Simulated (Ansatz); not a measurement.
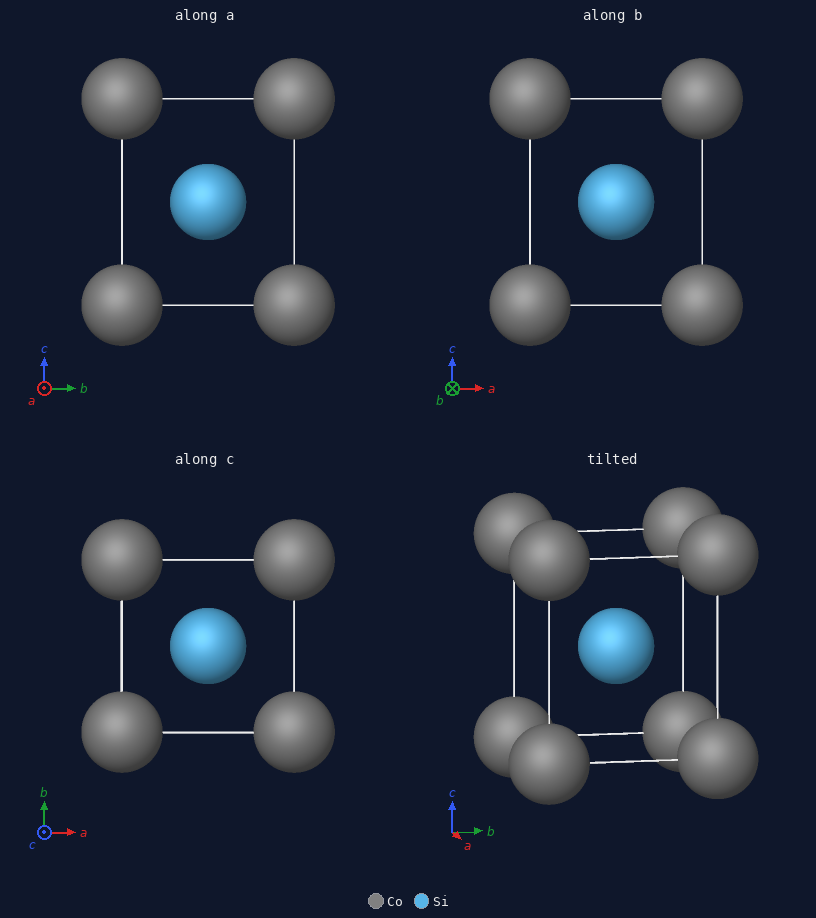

Spheres-only representation of a periodic structure, projected along the a axis, along the b axis, along the c axis and slightly off an axis. The frame is the conventional unit cell; atoms at its boundary are shown with their periodic copies.

Lattice parameters: a = 2.617 Å, b = 2.617 Å, c = 3.136 Å, α = 90.00°, β = 90.00°, γ = 90.00°.

Write down what is shown as a table of Wyckoff sites.

Answer. Space group P4/mmm (No. 123).
```
atom  site       x       y       z
  Co    1a  0.0000  0.0000  0.0000
  Si    1d  0.5000  0.5000  0.5000
```

Provenance: a structure type filled with these elements by a generator (whether the compound takes this form wasn't checked). Earlier steps of the study may have refined or changed the cell and positions. It went into a calculation with Ansatz.
